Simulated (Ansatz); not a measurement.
# Single-point calculation of C (part 1 of 2)

- system: C (slab, 24 atoms in the cell)
- method: DFT PBEsol, scalar-relativistic, plane waves, PAW, no spin polarisation (Ansatz 0.2.0)

The structure derives from a Materials Project entry. It belongs to a series of runs on one base structure; here: (0 1 0) slab cut from the bulk. Figures and captions count atoms from 1; the log counts them from 0 in places.

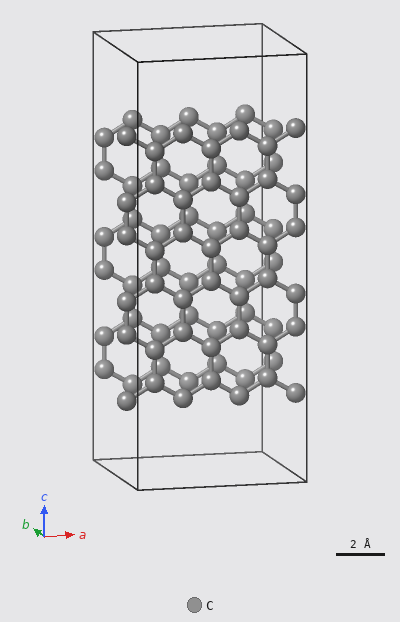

The input geometry (ball-and-stick view of the 3 × 1 repeat of the cell, with the vacuum cut short, seen slightly off an axis). An atom can appear more than once, as a periodic image. Near neighbours in the periodic cell (some may lie outside the picture): C has 2 C at 1.42 Å; C has 3 C at 1.42 Å.

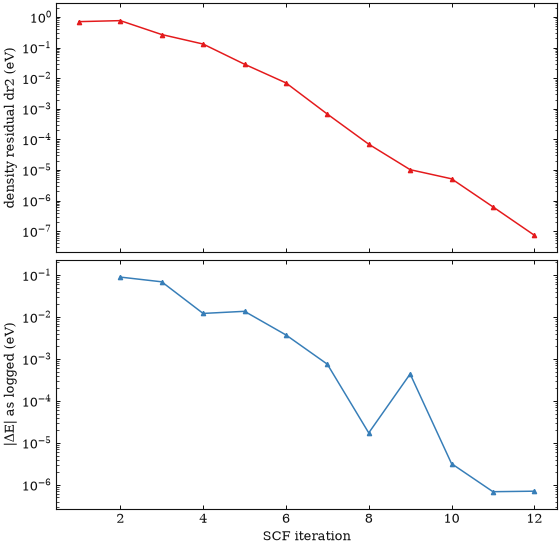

Convergence of the self-consistent field: density residual dr2 and size of the energy change against the SCF iteration. The residual falls almost steadily, with no more than small rises.

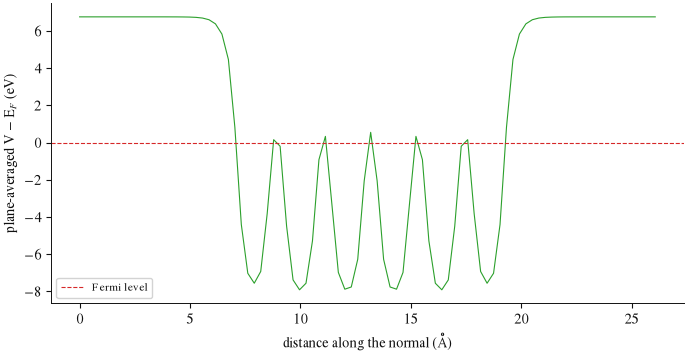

Plane average of the electrostatic potential energy of an electron across the cell, from the Fermi level. The vacuum level lies 6.75 eV above the Fermi level.

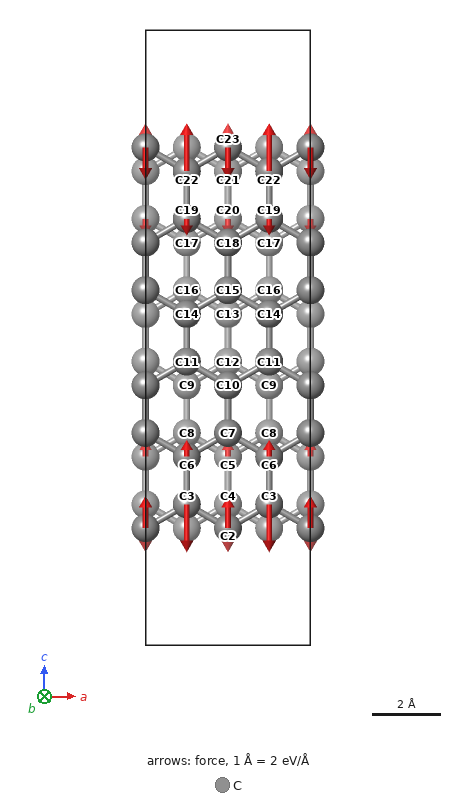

Forces on the atoms as red arrows (ball-and-stick view of the 2 × 1 repeat of the cell, with the vacuum cut short, along the b axis; atoms are numbered from 1 in the order of the input); the smallest are left out. The largest act on C3, C4, C21, C22 (2.86 eV/Å); C1, C2, C23, C24 (1.92 eV/Å); C5, C6, C19, C20 (1.00 eV/Å). The geometry is not a stationary point of this energy.

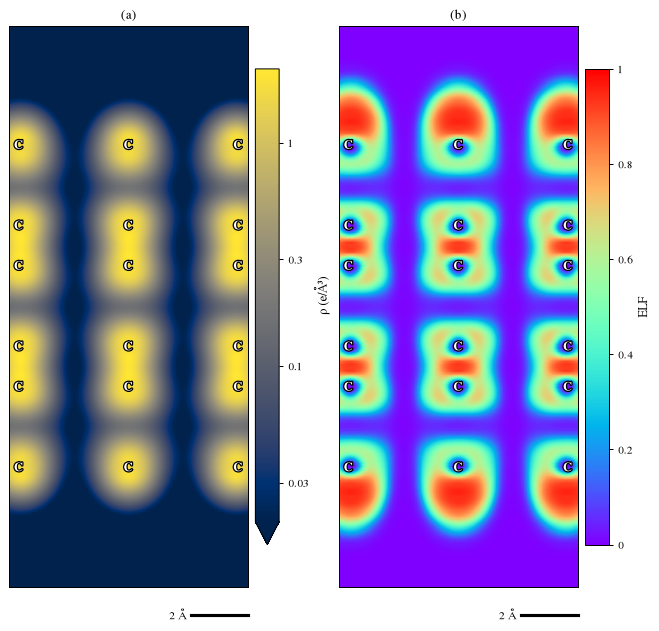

(a) valence electron density; (b) electron localisation function on the (110) plane of the calculation cell, a cut from vacuum to vacuum. The section cuts through C sites. C–C (1.42 Å): ρ is about 2 e/Å³ halfway; the ELF peaks at about 0.95 between the atoms, which marks a shared electron pair. The density dies away to nearly zero in the vacuum. The fields are those of the smooth PAW valence density.

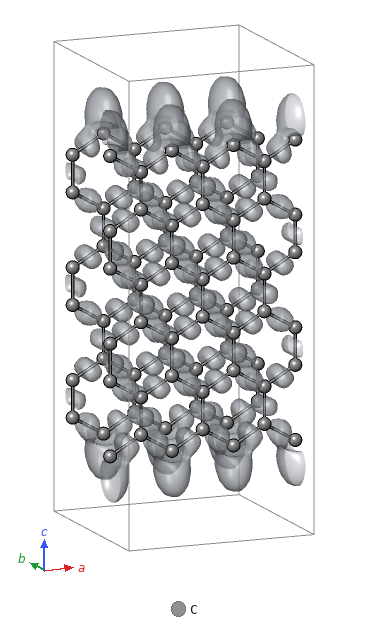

Isosurface of the electron localisation function at 0.75 (grey), seen slightly off an axis. Core shells and regions of very low density are left out. Sticks mark near contacts. Along the contacts the grid gives the following. C–C (1.42 Å): the ELF peaks at about 0.95 between the atoms, as expected for localised, shared-pair bonding.

The input and output of the run follow.

Input file:
```yaml
crystal:
  lattice:
    - [2.4591611264, 0.0, 0.0]
    - [0.0, 7.3232149274, 0.0]
    - [0.0, 0.0, 26.3555485703]
  atoms:
    - { symbol: C, position: [0.5, 0.7499995121, 0.2845700586] }
    - { symbol: C, position: [0.0, 0.2500004879, 0.2845700586] }
    - { symbol: C, position: [0.5, 0.2500004879, 0.3114948172] }
    - { symbol: C, position: [0.0, 0.7499995121, 0.3114948172] }
    - { symbol: C, position: [0.0, 0.7499995121, 0.3653570834] }
    - { symbol: C, position: [0.5, 0.2500004879, 0.3653570834] }
    - { symbol: C, position: [0.0, 0.2500004879, 0.392281842] }
    - { symbol: C, position: [0.5, 0.7499995121, 0.392281842] }
    - { symbol: C, position: [0.5, 0.7499995121, 0.4461441083] }
    - { symbol: C, position: [0.0, 0.2500004879, 0.4461441083] }
    - { symbol: C, position: [0.5, 0.2500004879, 0.4730688669] }
    - { symbol: C, position: [0.0, 0.7499995121, 0.4730688669] }
    - { symbol: C, position: [0.0, 0.7499995121, 0.5269311331] }
    - { symbol: C, position: [0.5, 0.2500004879, 0.5269311331] }
    - { symbol: C, position: [0.0, 0.2500004879, 0.5538558917] }
    - { symbol: C, position: [0.5, 0.7499995121, 0.5538558917] }
    - { symbol: C, position: [0.5, 0.7499995121, 0.607718158] }
    - { symbol: C, position: [0.0, 0.2500004879, 0.607718158] }
    - { symbol: C, position: [0.5, 0.2500004879, 0.6346429166] }
    - { symbol: C, position: [0.0, 0.7499995121, 0.6346429166] }
    - { symbol: C, position: [0.0, 0.7499995121, 0.6885051828] }
    - { symbol: C, position: [0.5, 0.2500004879, 0.6885051828] }
    - { symbol: C, position: [0.0, 0.2500004879, 0.7154299414] }
    - { symbol: C, position: [0.5, 0.7499995121, 0.7154299414] }
basis:
  ecutwfc: 420
kpoints:
  mp_grid: { grid: [14, 5, 1] }
hamiltonian:
  xc: pbesol
scf:
  occupations: { method: gaussian, width: 0.1 }
output:
  forces: true
  stress: true
  eigenvalues: true
  write_density: true
  write_potential: true
  elf: true
  volumetric_format: npy
efield:
  axis: 3
  dipole_correction: true
  ramp_width: 0.04
```

Launched with:
```bash
ansatz run input.yaml --threads 2 --pin off --max-ram 5120MiB --backend cpu --events-out ev --progress --plain --runs-dir out
```

Log:
```
Warning: the atoms were moved onto the symmetric positions of the space group found under crystal.symmetry.tolerance 1.0e-5 (fractional; no operation is sought that the atoms, as they stand in a round, miss by more than twice it, and no atom is moved by as much as it), and the run uses the moved positions. Before a round's move an operation carried an atom to 7.15e-6 Å from where it should land, the largest such distance. Atom 0 (counting from 0) moved farthest, by 3.57e-6 Å; the longest move in fractions of the cell, of whichever atom, is 0.04 of the tolerance, in 1 round. To run the atoms as typed, lower crystal.symmetry.tolerance until the operations that they miss are no longer found, or set crystal.symmetry.detect: false (a key that needs symmetry detection or time reversal refuses this as the deck is read). The positions used, in the order of the run's atom list: position: [0.5, 0.75, 0.2845700586]; position: [0.0, 0.25, 0.2845700586]; position: [0.5, 0.25, 0.3114948172]; position: [0.0, 0.75, 0.3114948172]; position: [0.0, 0.75, 0.3653570834]; position: [0.5, 0.25, 0.3653570834]; position: [0.0, 0.25, 0.392281842]; position: [0.5, 0.75, 0.392281842]; position: [0.5, 0.75, 0.4461441083]; position: [0.0, 0.25, 0.4461441083]; position: [0.5, 0.25, 0.4730688669]; position: [0.0, 0.75, 0.4730688669]; position: [0.0, 0.75, 0.5269311331]; position: [0.5, 0.25, 0.5269311331]; position: [0.0, 0.25, 0.5538558917]; position: [0.5, 0.75, 0.5538558917]; position: [0.5, 0.75, 0.607718158]; position: [0.0, 0.25, 0.607718158]; position: [0.5, 0.25, 0.6346429166]; position: [0.0, 0.75, 0.6346429166]; position: [0.0, 0.75, 0.6885051828]; position: [0.5, 0.25, 0.6885051828]; position: [0.0, 0.25, 0.7154299414]; position: [0.5, 0.75, 0.7154299414];
Engine: ansatz 0.2.0, aarch64-unknown-linux-gnu
Pseudopotentials: kind: paw
Pseudopotential: C, paw, valence charge 4, recommended cutoff 420 eV (normal), C.paw.azcp
Functional definition: PBEsol
  exchange = pbesol_x
  correlation = pbesol_c
Crystal: 24 atoms, lattice volume = 474.636 Å³
Basis set: ecut = 420 eV, 9225 PW (Γ), exchange–correlation on 36×100×360 points (8 copies of the dense FFT grid, shifted against one another)
Bands: 72, of which v1, the nominal top of the filled ones, is band 48 counted from 1 (47 counted from 0)
Symmetry: 8 space group operations
k-points: 24 of 70
Non-local potential: C, projectors of the file, l = 0: 2, l = 1: 2, l = 2: 1
PAW form: soft (Blöchl's): semilocal exchange-correlation on the pseudo side does not see the compensation charge
PAW frozen core: C, regenerated for the run's functional, and the local potential with it (the file was generated under x = pbe(κ = 0.804, μ = 0.2195149727645171), c = pbe(β = 0.06672455060314922))
PAW one-centre angular grid: C, 110 points (default); XC on 64 Gauss nodes
Initial density: superposition of atomic densities (neutral atoms: chi_scale 0, normalization atom), corrected by the library's trained network
Initial wavefunctions: pseudopotential atomic-orbital guess
Functional: x = pbesol(κ = 0.804, μ = 0.12345679012345678), c = pbesol(β = 0.046)
```
